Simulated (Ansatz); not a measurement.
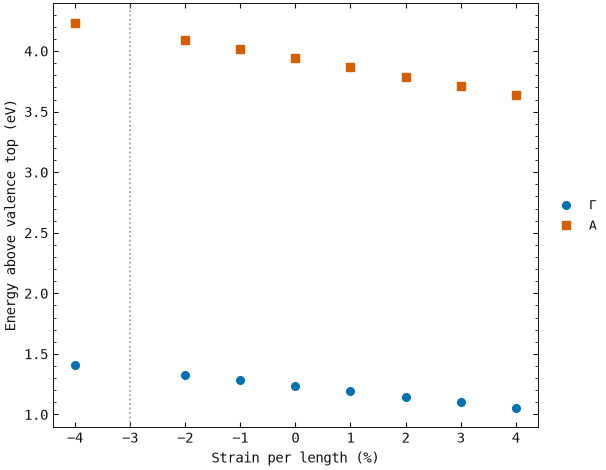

Lowest conduction level at each named k point, counted from the valence-band top at Γ. The names follow the standardised cell of this lattice; in reduced coordinates of the cell that was run, A is (0, 0, 0.5). One run is left out (dotted line).

System: wurtzite ZnO, space group P6_3mc, 4 atoms in the cell, relaxed with r2SCAN; unstrained, a = 3.235 Å, c = 5.211 Å (hexagonal axes). All lengths are scaled by the strain listed, and the atoms are relaxed again with r2SCAN. Points keep the names and reduced coordinates of the unstrained primitive cell. Level of theory: r2SCAN, Ansatz PAW set, no spin polarisation, no spin-orbit coupling, 12×12×6 k mesh, 500 eV cutoff; code Ansatz 0.2.0.

| strain | Γ (eV) | A (eV) |
| --- | --- | --- |
| −4 % | 1.41 | 4.23 |
| −2 % | 1.33 | 4.09 |
| −1 % | 1.28 | 4.01 |
| 0 % | 1.24 | 3.94 |
| +1 % | 1.19 | 3.86 |
| +2 % | 1.15 | 3.79 |
| +3 % | 1.10 | 3.71 |
| +4 % | 1.05 | 3.63 |

### What does the missing run, at −3 %, give?

Fits through the other points give 1.37 eV at Γ and 4.16 eV at A (straight lines). The run itself gives 1.37 and 4.16 eV, within 0.01 eV of the estimates.

### How fast do the levels move with strain?

Straight lines through the points have slopes of −45 at Γ and −75 at A (meV for each 1 % of strain).

### Which of these conduction levels is lowest, and does that change?

The lowest is the one at Γ, over the whole range, so among these points the gap stays direct.

The PAW data sets were made with another functional. LDA, GGA and most meta-GGA functionals understate gaps.
